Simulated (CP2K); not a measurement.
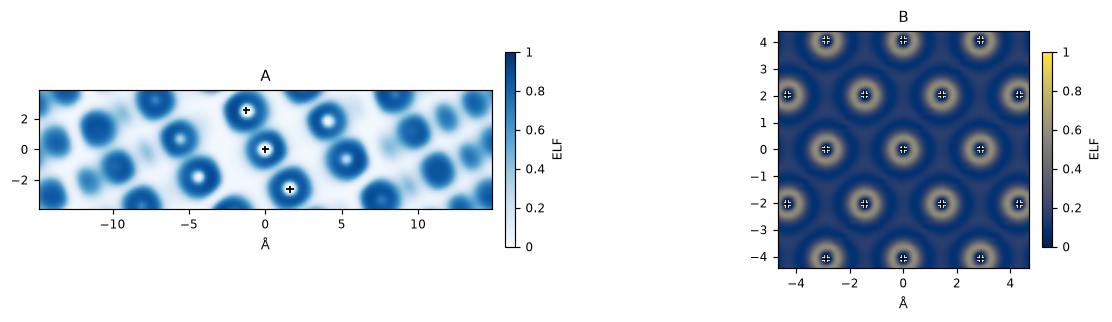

The electron localisation function of 2 systems, each on a plane through atoms (crosses mark nuclei in the plane).

Method: Kohn-Sham DFT of a periodic cell, PBE, GTH-PBE with UZH-DZVP basis (CP2K).

System 1: Fe, the (101) plane of the conventional cell. Space group Im-3m; computed pressure about 52 GPa in this cell; spin-polarised.

System 2: Bi₂Se₃, the (111) plane of the conventional cell. Space group R-3m; changed on purpose from its base cell (strain c = 0); not relaxed (largest force 0.3 eV/Å); computed pressure about 3 GPa in this cell.

```cif
data_structure
_symmetry_space_group_name_H-M 'P 1'
_symmetry_Int_Tables_number 1
_cell_length_a 4.1430
_cell_length_b 4.1430
_cell_length_c 28.6360
_cell_angle_alpha 90.000
_cell_angle_beta 90.000
_cell_angle_gamma 120.000
_cell_volume 425.67
loop_
_atom_site_label
_atom_site_type_symbol
_atom_site_fract_x
_atom_site_fract_y
_atom_site_fract_z
_atom_site_occupancy
Bi1 Bi 0.33333 0.66667 0.26587 1
Bi2 Bi 0.00000 0.00000 0.59920 1
Bi3 Bi 0.66667 0.33333 0.93253 1
Bi4 Bi 0.33333 0.66667 0.06747 1
Bi5 Bi 0.00000 0.00000 0.40080 1
Bi6 Bi 0.66667 0.33333 0.73413 1
Se1 Se 0.66667 0.33333 0.12163 1
Se2 Se 0.33333 0.66667 0.45497 1
Se3 Se 0.00000 0.00000 0.78830 1
Se4 Se 0.00000 0.00000 0.21170 1
Se5 Se 0.66667 0.33333 0.54503 1
Se6 Se 0.33333 0.66667 0.87837 1
Se7 Se 0.00000 0.00000 0.00000 1
Se8 Se 0.66667 0.33333 0.33333 1
Se9 Se 0.33333 0.66667 0.66667 1
```

Q: Match each panel to its system.

A: Panel A is system 2, Bi₂Se₃: the plane holds Bi and Se. Bi–Se (2.85 Å): the ELF is about 0.60 at the midpoint. Panel B is system 1, Fe: the plane holds Fe. Fe–Fe (2.50 Å): the ELF is about 0.15 at the midpoint.
